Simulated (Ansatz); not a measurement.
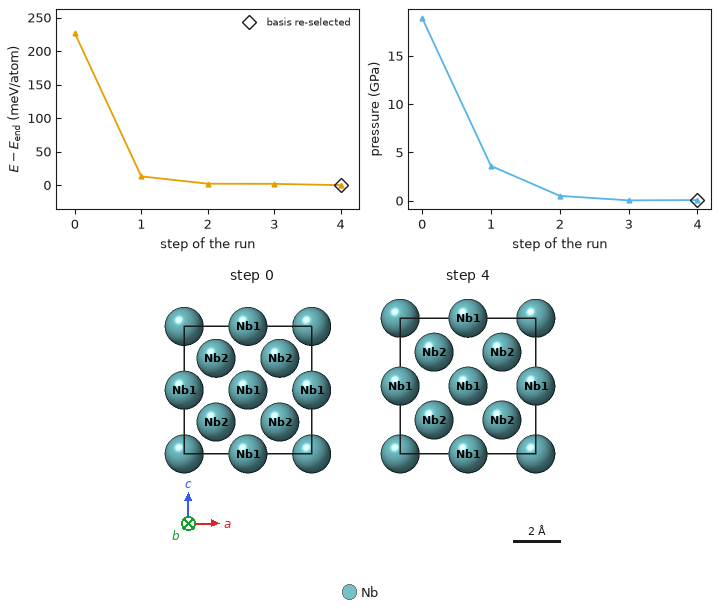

First and last geometry of a relaxation of a crystal of Nb (built on the diamond_227 type) (coarse preliminary run), with the history of the run. The picture is a spheres-only view of the conventional cell (4 times the calculation's cell), seen along the b axis. Lengths and directions refer to the drawn axes.

Case: diamond type (Fd-3m, No. 227).

The calculation used Ansatz, DFT r2SCAN, scalar-relativistic, plane waves, PAW.

The input:
```yaml
crystal:
  lattice:
    - [0.0, 2.752735342, 2.752735342]
    - [2.752735342, 0.0, 2.752735342]
    - [2.752735342, 2.752735342, 0.0]
  atoms:
    - { symbol: Nb, position: [0.5, 0.5, 0.5] }
    - { symbol: Nb, position: [0.75, 0.75, 0.75] }
basis:
  ecutwfc: 500
kpoints:
  mp_grid: { grid: [6, 6, 6] }
hamiltonian:
  xc: r2scan
scf:
  occupations: { method: gaussian, width: 0.1 }
  lower_state_search: "off"
output:
  forces: true
  stress: true
  eigenvalues: true
relax:
  adjacent_minimum: "off"
  f_tol: 0.04
  max_steps: 70
  cell: { stress_tol: 0.4 }
```

**Did the run converge, and what did it change?**

It converged. No atom moves by more than 0.005 Å relative to the cell. The drawn cell changes as follows: a = b = c 5.505 → 5.857 Å (+6.4 %); the volume changes by +20.4 %. Among the contacts that change: Nb1–Nb2 2.384 → 2.536 Å. The space group stays Fd-3m (No. 227). Over 3 accepted moves (4 points after the start) the energy falls by 227 meV per atom. All forces vanish by symmetry, so only the cell relaxes. Pressure: 18.95 GPa at the start and 0.07 GPa at the end. At 1 point the geometry stayed and the basis and grid were re-selected for the new cell (energy shift of 1.9 meV per atom at most each time). The run took roughly 13 core-seconds on a shared host.
